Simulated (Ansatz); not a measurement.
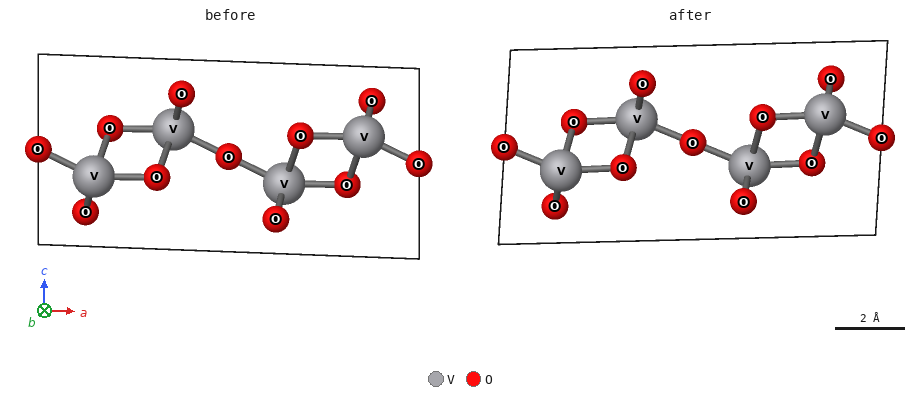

The structure of a crystal of V2O5 (set up in C2/m) before (left) and after (right) a relaxation, at one scale.

A ball-and-stick model of the conventional cell (2 times the calculation's cell), seen along the b axis. Lengths and directions refer to the drawn axes.

Case: volume × 1.03, shape and atoms relaxed.

All numbers below come from Ansatz 0.2.0, DFT r2SCAN, scalar-relativistic, plane waves, PAW.

The input:
```yaml
crystal:
  lattice:
    - [5.5555688178, -1.4509214889, 0.2288821954]
    - [5.5555688178, 1.4509214889, 0.2288821954]
    - [-0.4400707451, 0.0, 5.5395314913]
  atoms:
    - { symbol: V, position: [0.145416289, 0.145416289, 0.3687618818] }
    - { symbol: V, position: [0.854583711, 0.854583711, 0.6312381182] }
    - { symbol: O, position: [0.0, 0.0, 0.5] }
    - { symbol: O, position: [0.6237811356, 0.6237811356, 0.1805694231] }
    - { symbol: O, position: [0.3762188644, 0.3762188644, 0.8194305769] }
    - { symbol: O, position: [0.311306291, 0.311306291, 0.3761299959] }
    - { symbol: O, position: [0.688693709, 0.688693709, 0.6238700041] }
basis:
  ecutwfc: 500
kpoints:
  mp_grid: { grid: [10, 10, 6] }
hamiltonian:
  xc: r2scan
scf:
  occupations: { method: gaussian, width: 0.02 }
output:
  forces: true
  stress: true
  eigenvalues: true
relax:
  adjacent_minimum: "off"
  f_tol: 0.01
  max_steps: 30
  cell: { stress_tol: 0.1, fix: [volume] }
```

Launched with:
```bash
ansatz run input.yaml --threads 2 --pin off --max-ram 5120MiB --backend cpu --events-out ev --progress --plain --runs-dir out
```

### Describe what moved and what it gained.

The run was cut off at its time limit before the relaxation converged, so the last structure is only a point on the way. The energy falls by 46.9 meV per cell of the calculation in 7 accepted moves (8 points after the start). The largest force component goes from 0.56 to 0.057 eV/Å. The pressure goes from −5.55 to −0.04 GPa. The line search rejected the trial step at point 6 of the run. The largest moves relative to the cell, 0.23 Å, are those of O4 and O5. O5 goes along [−2 0 −1]. By element the largest moves are O 0.23 Å, V 0.10 Å. The drawn cell changes at constant volume: a 11.121 → 11.011 Å (−1.0 %), b 2.902 → 2.874 Å (−1.0 %), c 5.557 → 5.685 Å (+2.3 %), β 92.2° → 85.0°. Near-neighbour distances that change, for instance: V1–V2 3.063 → 3.031 Å, V1–V1 2.902 → 2.874 Å, V1–O7 2.072 → 2.051 Å, V1–O6 1.844 → 1.824 Å. The space group stays C2/m (No. 12).
